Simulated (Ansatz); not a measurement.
W

Input file:

```
crystal:
  lattice:
    - [-1.4231041611, 1.4231041611, 2.0122692838]
    - [1.4231041611, -1.4231041611, 2.0122692838]
    - [1.4231041611, 1.4231041611, -2.0122692838]
  atoms:
    - { symbol: W, position: [0.0, 0.0, 0.0] }
basis:
  ecutwfc: 500
kpoints:
  mp_grid: { grid: [24, 24, 24] }
hamiltonian:
  xc: r2scan
scf:
  occupations: { method: gaussian, width: 0.15 }
output:
  forces: true
  stress: true
  eigenvalues: true
  write_density: true
  write_potential: true
  elf: true
  volumetric_format: npy
```

Launched as:

```sh
ansatz run input.yaml --threads 1 --pin off --max-ram 2560MiB --backend cpu --events-out ev --progress --plain --runs-dir out
```

Below, planes, directions and counts refer to the conventional cell (a = 4.03 Å, b = 4.03 Å, c = 4.02 Å, α = 90.00°, β = 90.00°, γ = 90.00°).

Space group Fm-3m.

All numbers below come from DFT r2SCAN, scalar-relativistic, plane waves, PAW in Ansatz.

### Predict the valence pseudo-density and electron localisation function between the atoms.

W–W (2.85 Å): ρ at the midpoint is about 0.35 e/Å³; the ELF is about 0.35 at the midpoint.

### Metal or insulator at this level of theory?

It is gapless in this calculation (a metal or semimetal).

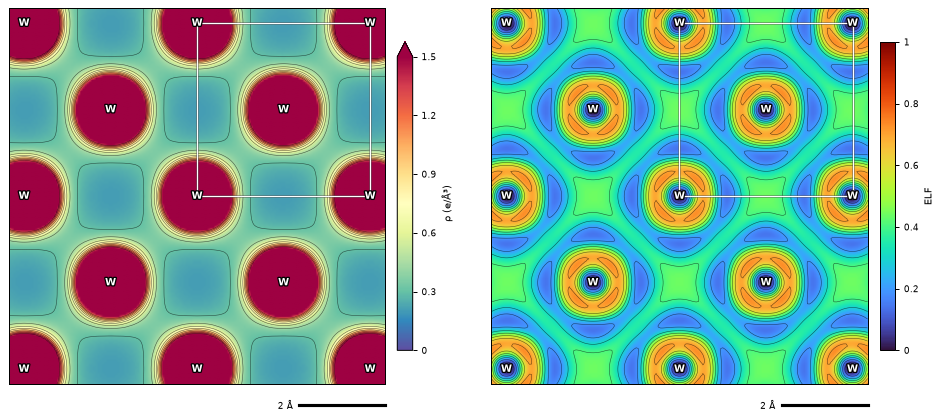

Computed valence pseudo-density and electron localisation function on the (100) plane of the conventional cell, in this order. 

Core electrons are frozen (PAW), and the valence fields are smoothed inside the atomic spheres.
